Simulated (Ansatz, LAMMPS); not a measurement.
# Elastic response of glassy 68SiO2-14MgO-11ZnO-7BaO (mol %) (75 atoms): runs compared

How stiff is glassy 68SiO2-14MgO-11ZnO-7BaO (mol %) (75 atoms), and how do its levels respond to strain?

Computed with Ansatz 0.2.0: Kohn-Sham DFT, PBE, PAW (set soft_2), plane waves.

### Step 1. The cell as built

The cell holds 75 atoms: 19 Si, 4 Mg, 3 Zn, 2 Ba and 47 O. Cell: a = 10.108 Å, b = 10.108 Å, c = 10.108 Å, α = 90.0°, β = 90.0°, γ = 90.0°. 75 atoms (19 Si, 4 Mg, 3 Zn, 2 Ba, 47 O) placed at random at 2.98 g/cm³, melted at 4000 K for 10 ps at fixed volume with the Morse and Coulomb pair potential with partial charges (Pedone, Malavasi, Menziani, Cormack and Segre, J. Phys. Chem. B 110, 11780 (2006)). Quenched from 4000 K to 300 K at 25 K/ps and fixed volume, held 5 ps, then minimised at fixed cell.

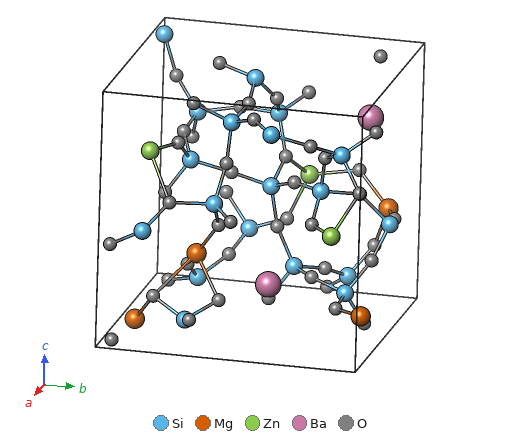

The cell as built. Bonds to atoms that aren't drawn are left out.

What the set-up can't give: The quench rate of 25 K/ps far exceeds what a furnace or splat quench reaches, so expect more defects and frozen-in strain than in a real sample. The network of bonds at the start is that of the classical potential that made the cell, and needn't be the one that DFT or experiment would give. The Brillouin zone is sampled at Γ only. The levels lack spin–orbit coupling, which is large for the heavy elements here.

### Step 2. The reference run

The reference is a single point at the end of the relaxation.

Every strained cell starts from the geometry of this run, and its atoms are relaxed with the cell held.

Its input, with most atom lines left out:

```yaml
crystal:
  lattice:
    - [9.98696, -0.21448, 0.08653]
    - [-0.21448, 10.19682, 0.15589]
    - [0.08653, 0.15589, 10.23487]
  atoms:
    - { symbol: Si, position: [0.08507, 0.03522, 0.96011] }
    - { symbol: Si, position: [0.46364, 0.23773, 0.57168] }
    - { symbol: Si, position: [0.35135, 0.52203, 0.48348] }
    - { symbol: Si, position: [0.16248, 0.18981, 0.68729] }
    - { symbol: Si, position: [0.10405, 0.77437, 0.07942] }
    - { symbol: Si, position: [0.9348, 0.6315, 0.87271] }
    - { symbol: Si, position: [0.76511, 0.28744, 0.11085] }
    [... atom lines 8 to 75 left out ...]
kpoints:
  mp_grid: { grid: [1, 1, 1] }
hamiltonian:
  xc: pbe
scf:
  occupations: { method: fixed }
output:
  forces: true
  stress: true
  populations: true
  dos:
    method: { smearing: { sigma: 0.08 } }
    de: 0.1
    projected: { site_lists: { Ba: [Ba], Mg: [Mg], O: [O], Si: [Si], Zn: [Zn] } }
  eigenvalues: true
  write_density: true
  write_potential: true
  volumetric_format: npy
  elf: true
```

| Quantity | Value |
| --- | --- |
| free energy per atom | -911.7548 eV/atom |
| r.m.s. force component | 0.00516 eV/Å |
| pressure | 0.008291 GPa |

Filled and empty levels are parted by 3.52 eV (at Γ alone); a semilocal functional tends to put such gaps too low. In a disordered cell it changes from sample to sample, and tail or defect levels can set it.

### Step 3. The runs

Each row is one run, on 4 threads of Arm Neoverse V1, shared host. The free energy is the program's total, comparable only between runs with the same functional, potentials and atoms.

| run | atoms | outcome | ionic steps, all passes | free energy (eV) | time | host memory (GiB) |
| --- | --- | --- | --- | --- | --- | --- |
| Single point at the start | 75 | converged | - | -68377.715 | 11 s | 1.1 |
| Cell and atoms relaxed | 75 | converged | 31 | -68381.609 | 5.1 min | 1.2 |
| Single point at the relaxed geometry | 75 | converged | - | -68381.609 | 18 s | 1.2 |
| Volume -3 % | 75 | converged | 9 | -68381.420 | 1.9 min | 1.2 |
| Volume +3 % | 75 | converged | 9 | -68381.424 | 1.9 min | 1.3 |
| Volume -6 % | 75 | converged | 13 | -68380.837 | 2.7 min | 1.2 |
| Volume +6 % | 75 | converged | 8 | -68380.912 | 1.7 min | 1.3 |
| Volume -10 % | 75 | converged | 12 | -68379.426 | 2.4 min | 1.2 |
| Stretched by 1 % along x | 75 | converged | 7 | -68381.565 | 79 s | 1.3 |
| Compressed by 1 % along x | 75 | converged | 6 | -68381.562 | 70 s | 1.3 |
| Sheared by 2 % in xy | 75 | converged | 6 | -68381.562 | 75 s | 1.3 |

In some runs the program notes that the SCF threshold is loose for the stress.

### Step 4. Pressure against volume

Atoms are relaxed at each volume, in the scaled cell.

| volume change (%) | volume (Å³/atom) | energy change (meV/atom) | pressure (GPa) | largest move on relaxing (Å) | bonds | gap (eV) |
| --- | --- | --- | --- | --- | --- | --- |
| -10 | 12.498 | 29.10 | 6.83 | 0.52 | - | 3.74 |
| -6 | 13.053 | 10.29 | 4.03 | 0.22 | - | 3.66 |
| -3 | 13.470 | 2.52 | 1.97 | 0.12 | - | 3.59 |
| +0 | 13.886 | 0.00 | 0.01 | - | - | 3.52 |
| +3 | 14.303 | 2.47 | -1.82 | 0.12 | - | 3.46 |
| +6 | 14.720 | 9.29 | -3.46 | 0.22 | - | 3.41 |

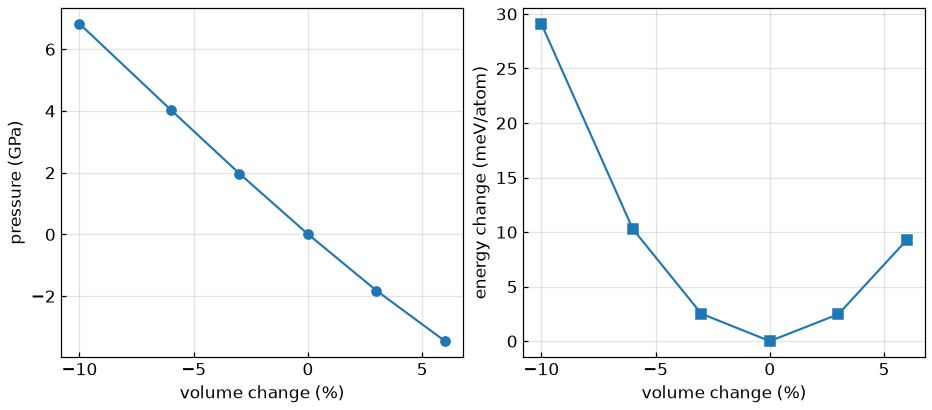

Pressure and energy against volume.

### Step 5. Uniaxial strain and shear

Stress (GPa, compression positive) less that of the relaxed cell, atoms relaxed:

| strain | xx | yy | zz | xy | energy change (meV/atom) |
| --- | --- | --- | --- | --- | --- |
| stretched by 1 % along x | -1.389 | -0.408 | -0.392 | -0.037 | 0.58 |
| compressed by 1 % along x | 1.417 | 0.402 | 0.371 | 0.035 | 0.62 |
| sheared by 2 % in xy | -0.116 | 0.059 | -0.044 | -0.773 | 0.62 |

### Step 6. Findings

The bulk modulus, from the slope of pressure against ln V over the three points nearest the relaxed volume, is 63.2 GPa; between neighbouring points the slope runs 64, 66, 64, 62 and 57 GPa from the smallest volume up, without a steady fall, so no pressure derivative is given. At -10 % some atom moved by over 0.5 Å on relaxing, so that point may sit in another local minimum. The gap goes from 3.74 eV at the smallest volume to 3.41 eV at the largest, -2.0 eV per unit of ln V by a straight line, on the run's k-points. In the Cartesian axes of the cell, finite differences give C11 = 140, C12 = 40.5, C13 = 38.1 and C66 = 38.7 GPa (the shear of 2 % is the engineering strain, εxy = 0.01). The mean of C11, C12 and C13, which equals the bulk modulus in a cubic or isotropic solid, is 73.0 GPa: it lies 15 % over the bulk modulus from the volumes. For an isotropic solid C66 would equal (C11 − C12)/2 = 49.9 GPa; so small a sample needn't be isotropic, and C66 rests on one shear. With the bulk modulus and C66 as K and G, Young's modulus would be about 96 GPa and Poisson's ratio 0.25.

**Limits.** Strains are finite and relaxations stop at the force tolerance of the input, which can leave moduli too stiff; they are those of a static cell at zero temperature. Volumes are changed with the cell's shape held, so in an anisotropic solid the modulus lies over the one under free hydrostatic load. The program notes that the SCF threshold of the relaxations is loose for the stress.

The DFT runs together took 20 min of wall time.

[Logs are printed without paths, hosts, clocks, repeated set-up lines and the standing remarks that a program may print on its own settings, such as how far it seeks lower states.]

[Hosts, paths, dates, database ids (printed as entryN), source tags and the programs' standing remarks are cut or masked in the printed files.]
